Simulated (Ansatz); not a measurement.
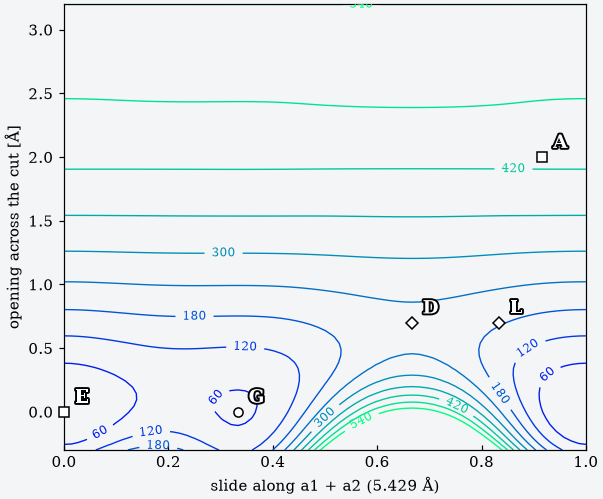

MoS2 (R-3m, No. 166; 9 atoms in the cell). 
- Rigid slide and opening across a plane, one cut a cell; the plane is (0 0 1) of the conventional cell, and the faces at the cut hold S and S.
- First axis: slide along a1 + a2 (5.429 Å). Second axis: opening across the cut.
- Nothing is relaxed (rigid halves).
- The grid has 12 × 7 points.
- Points are written as (first, second).
- Energies: mJ/m², counted from the lowest grid point.
- The calculation used DFT PBE+D3(BJ), scalar-relativistic, plane waves, PAW (Ansatz 0.2.0). Settings: cutoff 420 eV, k-mesh 14×14×3 in the order of the run's cell vectors, gaussian smearing 0.15 eV, no spin polarisation.

The picture shows contour lines labelled in mJ/m² (none above 540), lettered points. Between grid points the surface is interpolated.

Rank the lettered points by energy, lowest first.

E (0 mJ/m²), G (52 mJ/m²), L (185 mJ/m²), D (225 mJ/m²), A (433 mJ/m²).

What kind of point is each of D, E, G, L: minimum, saddle, maximum or slope?

D: saddle point; E: minimum; G: minimum; L: on a slope. (In these two coordinates alone; a stationary point may lie a little off the grid point.)

PAW datasets: the set soft_1.
